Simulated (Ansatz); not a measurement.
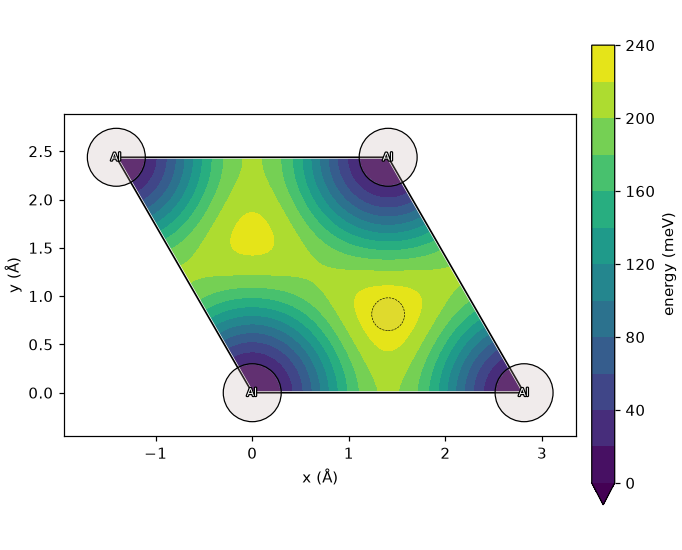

H on an Al(001) slab cut from the P6_3/mmc phase, its upper half relaxed before the scan (36 atoms of substrate and one adsorbate in a 2 × 2 cell). H is moved over the surface cell at a fixed height above a rigid substrate; the origin of the map has the adsorbate above Al33; the height is held at 2.50 Å. Places are given modulo a cell vector. The map is drawn in real space over the plane of the surface. The scan uses a 6 × 6 grid; 10 points were computed and 26 follow by symmetry. Places are given in fractions of the 1 × 1 surface cell. All energies are given in meV relative to the lowest grid point. The runs have no spin polarisation, so an open-shell adsorbate far from the surface lies too high. At a fixed height the lowest place need not be the adsorption site. The calculation used Ansatz, DFT PBE+D3(BJ), scalar-relativistic, plane waves, PAW. Settings: cutoff 420 eV, k-mesh 6×6×1, gaussian smearing 0.1 eV, no spin polarisation.

The picture shows filled contours, labelled circles for the atoms of the top layer and small ones for the second layer, the outline of one cell of the plane. Between grid points the surface is interpolated.

The lowest grid point is at the top site over a surface Al atom, (0/6, 0/6) of the cell vectors. No other kind of well shows on this grid. The highest grid point, a threefold hollow over a second-layer Al atom, (4/6, 2/6) of the cell vectors, lies 235 meV above the lowest. On the interpolated surface the easiest way out of the lowest well to its copy in the next cell or period passes a barrier of about 200 meV. At the lowest point the adsorbate has 1 Al at 2.50 Å as nearest neighbours, at the highest 3 Al at 2.98 Å.

The scan is repeated with another setting: the height is held at 2.80 Å; all else is set up alike.

> How does the landscape change?

The lowest place stays at the top site over a surface Al atom, (0/6, 0/6) of the cell vectors. The span from the lowest to the highest grid point shrinks from 235 to 136 meV. The easiest pass out of the lowest well goes from about 200 to about 118 meV on the interpolated surfaces. In the new map: at the lowest point the adsorbate has 1 Al at 2.80 Å as nearest neighbours, at the highest 3 Al at 3.24 Å.

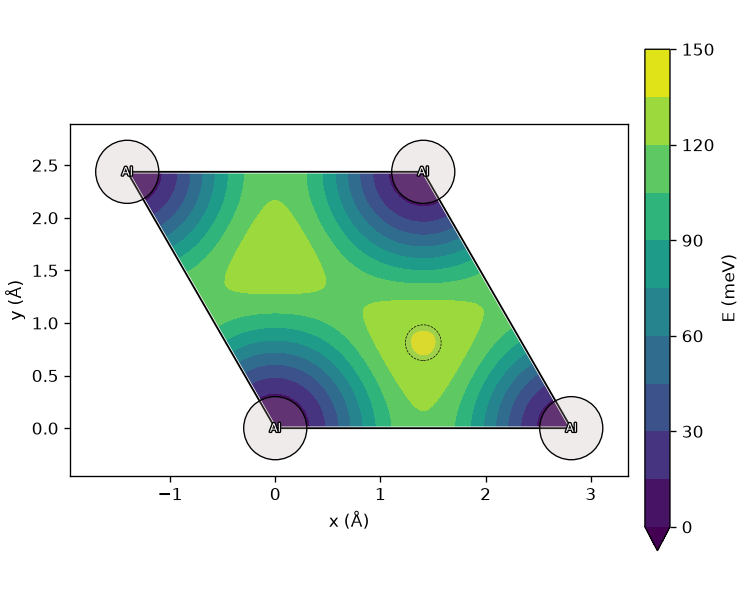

The map after the change, on a colour scale of its own. In the figure: filled contours, labelled circles for the atoms of the top layer and small ones for the second layer, the outline of one cell of the plane. Between grid points the surface is interpolated.

PAW datasets: the set soft_1.
